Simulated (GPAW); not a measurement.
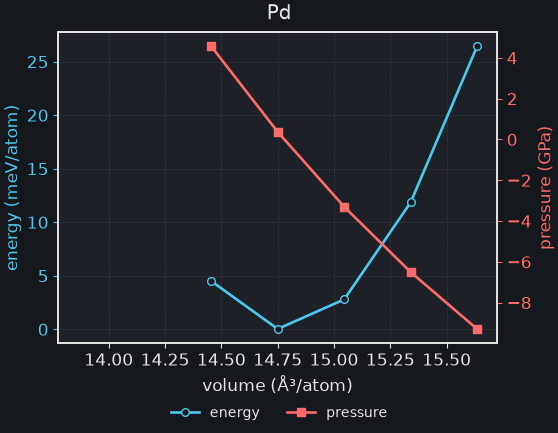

The figure shows the energy and pressure against volume for Pd, space group Fm-3m (No. 225).

Cell as given: a = 2.753 Å, b = 2.753 Å, c = 2.753 Å, α = 60.00°, β = 60.00°, γ = 60.00°; 1 atom.

Calculation (GPAW 26.7.0): PAW DFT in plane waves, on a grid or in atomic orbitals, no spin polarisation; energies at scaled volumes of the given cell, shape and fractions fixed, counted from the fit's minimum, third-order Birch-Murnaghan fit. Level: rSCAN with D4.

```json
{"setting": "k mesh", "value": "9×9×9"}
{"setting": "occupations", "value": "Fermi–Dirac"}
{"setting": "smearing width", "value": "0.05 eV"}
{"setting": "potentials", "value": "GPAW PAW data sets (gpaw data 1.2.1)"}
{"setting": "wave cutoff", "value": "600 eV"}
{"setting": "program settings", "value": "basis pw"}
```

The points at volume 13.865 Å³/atom and 14.160 Å³/atom are left out of the plot. What values does the calculation give there?

```
volume (Å³/atom)  energy (meV/atom)  pressure (GPa)
          13.865              39.33           14.78
          14.160              17.21            9.33
```
